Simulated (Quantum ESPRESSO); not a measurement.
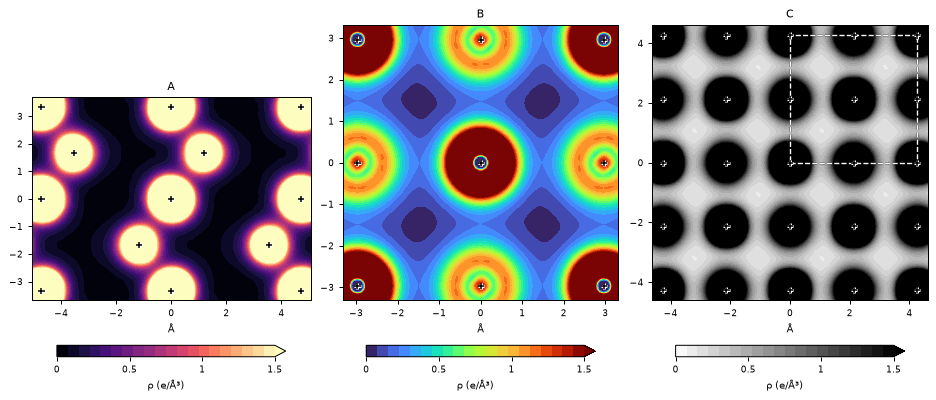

The valence charge density (pseudo) of 3 systems, each on a plane through atoms (crosses mark nuclei in the plane).

Computed with Kohn-Sham DFT of a periodic cell, PBEsol, GBRV 1.5 PBEsol (Quantum ESPRESSO 7.5).

System 1: Ag$_{2}$O, the (101) plane of the conventional cell. Space group Pn-3m.

System 2: CoO, the (100) plane of the conventional cell. Space group Fm-3m; computed pressure about −11 GPa in this cell; spin-polarised.

```cif
data_structure
_symmetry_space_group_name_H-M 'P 1'
_symmetry_Int_Tables_number 1
_cell_length_a 4.2630
_cell_length_b 4.2630
_cell_length_c 4.2630
_cell_angle_alpha 90.000
_cell_angle_beta 90.000
_cell_angle_gamma 90.000
_cell_volume 77.47
loop_
_atom_site_label
_atom_site_type_symbol
_atom_site_fract_x
_atom_site_fract_y
_atom_site_fract_z
_atom_site_occupancy
Co1 Co 0.00000 0.00000 0.00000 1
Co2 Co 0.50000 0.50000 0.00000 1
Co3 Co 0.50000 0.00000 0.50000 1
Co4 Co 0.00000 0.50000 0.50000 1
O1 O 0.50000 0.00000 0.00000 1
O2 O 0.00000 0.50000 0.00000 1
O3 O 0.00000 0.00000 0.50000 1
O4 O 0.50000 0.50000 0.50000 1
```

System 3: PbS, the (100) plane of the conventional cell. Space group Fm-3m.

```
Pb S
1.0
     5.93150    0.00000    0.00000
     0.00000    5.93150    0.00000
     0.00000    0.00000    5.93150
Pb S
4 4
Direct
  0.00000 0.00000 0.00000
  0.50000 0.50000 0.00000
  0.50000 0.00000 0.50000
  0.00000 0.50000 0.50000
  0.50000 0.00000 0.00000
  0.00000 0.50000 0.00000
  0.00000 0.00000 0.50000
  0.50000 0.50000 0.50000
```

Which map belongs to which system?

Panel A is system 1, Ag$_{2}$O: the plane holds Ag and O. Ag–O (2.04 Å): ρ at the midpoint is about 0.71 e/Å³. Panel B is system 3, PbS: the plane holds Pb and S. Pb–S (2.97 Å): ρ is about 0.22 e/Å³ halfway. Panel C is system 2, CoO: the plane holds Co and O. Co–O (2.13 Å): ρ is about 0.42 e/Å³ halfway.
